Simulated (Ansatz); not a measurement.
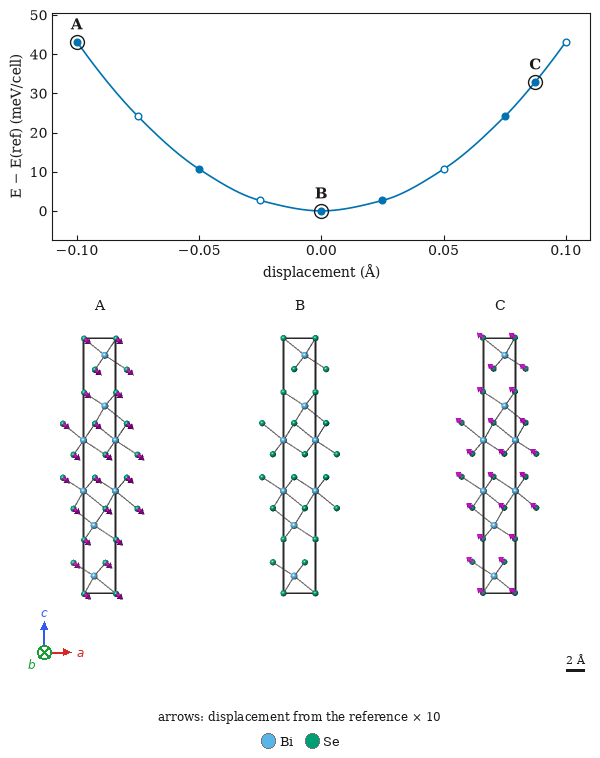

A crystal of Bi₂Se₃ (R-3m): the whole Se sublattice is shifted rigidly, towards the nearest copy of atom 1 (Bi) at 3.075 Å, all else fixed. The lettered frames are marked on the plot. Hollow markers are points alike by symmetry, not computed again. A ball-and-stick model of the conventional cell (3 times the calculation's cell), seen along the b axis. Purple arrows: displacements from the reference. Lengths and directions refer to the drawn axes.

Level of theory: DFT PBE, scalar-relativistic, plane waves, PAW in Ansatz 0.2.0. Settings: plane-wave cutoff 420 eV; k-point mesh 12 × 12 × 12; occupations gaussian; smearing width 0.03 eV; no spin polarisation. Energies (free energies at the smearing named) are counted from the cell as listed in its source, which wasn't relaxed.

Q: What does the scan show?

A: Of the computed points the lowest is at the displacement 0.00 Å, 0.0 meV/cell. The end points stand at 43.2 meV/cell (−0.10 Å) and 43.2 meV/cell (0.10 Å). The curvature at zero is about 8.5 eV/Å² per cell. The well is symmetric. At the highest point the shortest interatomic distance is 2.75 Å, against 2.85 Å in the reference. The distortion takes the space group from R-3m to Cm.

The computed points:

```csv
displacement (Å),E − E(ref) (meV/cell)
−0.1000,43.2
−0.0750,24.1
−0.0500,10.7
−0.0250,2.7
0.0000,0.0
0.0250,2.7
0.0500,10.7
0.0750,24.1
0.0875,32.9
0.1000,43.2
```

Points that are alike by symmetry were computed once.
